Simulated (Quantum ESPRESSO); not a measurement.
## GaAs (F-43m): the LO frequency by hand

Aim: work out the LO frequency and the static dielectric constant of GaAs (F-43m) from one linear-response run, then check them.

Main program and level: Quantum ESPRESSO 7.5; DFT LDA, scalar-relativistic, plane waves, GBRV ultrasoft pseudopotentials.

## (1) The relaxed structure

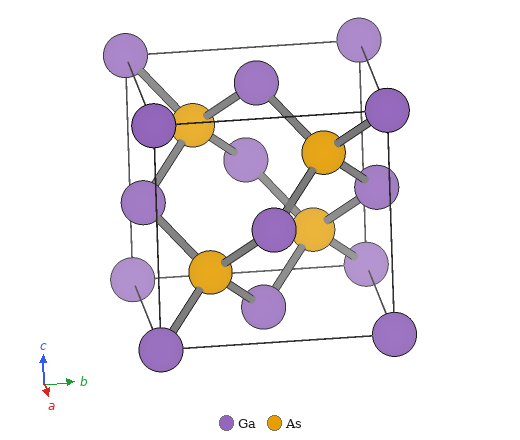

The starting structure, seen slightly off an axis (gallium purple, arsenic orange). This picture shows the conventional cell, with its axes. Bonds to atoms that aren't drawn are left out. Some periodic images of atoms are drawn too.

Coordinates:

```cif
data_structure
_symmetry_space_group_name_H-M 'P 1'
_symmetry_Int_Tables_number 1
_cell_length_a 3.9668
_cell_length_b 3.9668
_cell_length_c 3.9668
_cell_angle_alpha 60.000
_cell_angle_beta 60.000
_cell_angle_gamma 60.000
_cell_volume 44.14
loop_
_atom_site_label
_atom_site_type_symbol
_atom_site_fract_x
_atom_site_fract_y
_atom_site_fract_z
_atom_site_occupancy
Ga1 Ga 0.00000 0.00000 0.00000 1
As2 As 0.25000 0.25000 0.25000 1
```

This is the cell after its relaxation at this level of theory, not the database cell from which that began.

## (2) What the response run gave

A linear-response run on the relaxed cell, with the response to an electric field; only its zone-centre results are used. Cutoff 50 Ry, k mesh 8×8×8 with shifts.

The log of the run:

```text
[banners, grids, parts of the stress and lines that vanish by symmetry left out]
Program PHONON v.7.5
     Reading xml data from directory:

[...]
Exchange-correlation= PZ
                           (   1   1   0   0   0   0   0)
[...]
kinetic-energy cut-off    =      50.0000  Ry
     charge density cut-off    =     400.0000  Ry
     convergence threshold     =      1.0E-18
[...]
Exchange-correlation= PZ
                           (   1   1   0   0   0   0   0)
[...]
q = (   0.0000000   0.0000000   0.0000000 )
     25 Sym.Ops. (with q -> -q+G )
     G cutoff =  569.3439  (  39957 G-vectors)     FFT grid: ( 48, 48, 48)
     G cutoff =  284.6719  (  14211 G-vectors)  smooth grid: ( 36, 36, 36)
     number of k points=    60
[...]
Mode symmetry, T_d (-43m)  point group:
[...]
Dielectric constant
[...]
End of electric fields calculation
          Dielectric constant in cartesian axis
          (      14.007987204       0.000000000       0.000000000 )
          (       0.000000000      14.007987204       0.000000000 )
          (      -0.000000000       0.000000000      14.007987204 )
          Effective charges (d Force / dE) in cartesian axis without acoustic sum rule applied (asr)
           atom    1  Ga    Mean Z*:        2.06414
      Ex  (        2.06414        0.00000        0.00000 )
      Ey  (        0.00000        2.06414        0.00000 )
      Ez  (       -0.00000       -0.00000        2.06414 )
           atom    2  As    Mean Z*:       -2.06765
      Ex  (       -2.06765       -0.00000        0.00000 )
      Ey  (        0.00000       -2.06765        0.00000 )
      Ez  (        0.00000        0.00000       -2.06765 )
          Effective charges Sum: Mean:       -0.00351
[...]
Effective charges (d Force / dE) in cartesian axis with asr applied:
           atom    1  Ga    Mean Z*:        2.06590
[...]
atom    2  As    Mean Z*:       -2.06590
[...]
Representation #   1 modes #   1   2   3
[...]
End of self-consistent calculation
     Convergence has been achieved
     Representation #   2 modes #   4   5   6
[...]
End of self-consistent calculation
     Convergence has been achieved
[...]
Dielectric constant in cartesian axis
          (      14.007987204       0.000000000       0.000000000 )
          (       0.000000000      14.007987204       0.000000000 )
          (      -0.000000000       0.000000000      14.007987204 )
          Effective charges (d Force / dE) in cartesian axis without acoustic sum rule applied (asr)
           atom    1  Ga    Mean Z*:        2.06414
      Ex  (        2.06414        0.00000        0.00000 )
      Ey  (        0.00000        2.06414        0.00000 )
      Ez  (       -0.00000       -0.00000        2.06414 )
           atom    2  As    Mean Z*:       -2.06765
      Ex  (       -2.06765       -0.00000        0.00000 )
      Ey  (        0.00000       -2.06765        0.00000 )
      Ez  (        0.00000        0.00000       -2.06765 )
          Effective charges Sum: Mean:       -0.00351
[...]
Effective charges (d Force / dE) in cartesian axis with asr applied:
           atom    1  Ga    Mean Z*:        2.06590
[...]
atom    2  As    Mean Z*:       -2.06590
[...]
q = (    0.000000000   0.000000000   0.000000000 )
[...]
freq (    1) =      -0.213556 [THz] =      -7.123448 [cm-1]
     freq (    2) =      -0.213556 [THz] =      -7.123448 [cm-1]
     freq (    3) =      -0.213556 [THz] =      -7.123448 [cm-1]
     freq (    4) =       8.086063 [THz] =     269.722032 [cm-1]
     freq (    5) =       8.086063 [THz] =     269.722032 [cm-1]
     freq (    6) =       8.086063 [THz] =     269.722032 [cm-1]
[...]
Mode symmetry, T_d (-43m)  point group:
     freq (   1-   3) =         -7.1  [cm-1]   --> T_2  G_15 P_4   I+R
     freq (   4-   6) =        269.7  [cm-1]   --> T_2  G_15 P_4   I+R

   JOB DONE.
```

| quantity | value |
| --- | --- |
| cell volume Ω (Å³) | 44.137 |
| mass of Ga (u) | 69.723 |
| mass of As (u) | 74.922 |
| Born charge of Ga, raw (e) | 2.064 |
| Born charge of As, raw (e) | -2.068 |
| ε∞ | 14.008 |
| ω(TO) after the sum rule (cm⁻¹) | 269.8 |

## (3) The calculation

The charges must sum to zero over the cell; taking off their mean, -0.002 e, leaves Z* = 2.066 e on Ga. In the polar mode Ga moves against As, so the reduced mass is μ = 69.72 × 74.92 / 144.64 = 36.114 u.

A longitudinal wave builds up a field that adds to the restoring force: ω(LO)² = ω(TO)² + 4π Z*² / (μ Ω ε∞), in Hartree atomic units. With μ = 65833 electron masses and Ω = 297.85 bohr³ the second term is 1.9525e-07 Ha², or 9405 cm⁻² (1 Ha = 219474.6 cm⁻¹).

So ω(LO) = √(72803 + 9405) = 286.7 cm⁻¹, and by the Lyddane-Sachs-Teller relation ε₀ = ε∞ (ω(LO)/ω(TO))² = 15.82.

## (4) Check against the program

The analysis program adds the same non-analytic term to the full matrix, here for q along (1 0 0).

The log of the run:

```text
[banner, memory and clock lines left out]
Program DYNMAT v.7.5

     Reading Dynamical Matrix from file g.dyn
     ...Force constants read
     ...epsilon and Z* read

     Polarizability (A^3 units)
     multiply by 0.187406 for Clausius-Mossotti correction
        45.687798    0.000000   -0.000000
         0.000000   45.687798    0.000000
         0.000000    0.000000   45.687798

     IR activities are in (D/A)^2/amu units

# mode   [cm-1]    [THz]      IR
    1     -0.00   -0.0000    0.0000
    2     -0.00   -0.0000    0.0000
    3     -0.00   -0.0000    0.0000
    4    269.82    8.0889    2.7265
    5    269.82    8.0889    2.7265
    6    286.72    8.5956    2.7265
```

ε₀ comes from the program's run without a direction of q.

| quantity | by hand | program |
| --- | --- | --- |
| ω(LO) (cm⁻¹) | 286.7 | 286.7 |
| ε₀ | 15.82 | 15.82 |

## (5) What came out

| Property | Result |
| --- | --- |
| TO mode | 269.8 cm⁻¹ |
| LO mode | 286.7 cm⁻¹ |
| static dielectric constant | 15.82 |

In words: The LO mode of GaAs (F-43m) lies at 287 cm⁻¹, 17 cm⁻¹ above the TO mode; the formula meets the program within 0.1 cm⁻¹, as it must for a cubic crystal with one polar mode. ω(LO)² − ω(TO)² goes with Z*²/ε∞: an error of 5 % in ε∞ would move the LO mode by 0.8 cm⁻¹, and semilocal functionals tend to overestimate ε∞. These are harmonic values at zero temperature, at the volume of this functional, for the structure held cubic; stability elsewhere in the zone is no part of this calculation.

[Host names and launcher messages were left out of these logs when they were recorded.]

[Logs are printed without paths, hosts, clocks, repeated set-up lines and the standing remarks that a program may print on its own settings, such as how far it seeks lower states.]

[Hosts, paths, dates, database ids (printed as entryN), source tags and the programs' standing remarks are cut or masked in the printed files.]
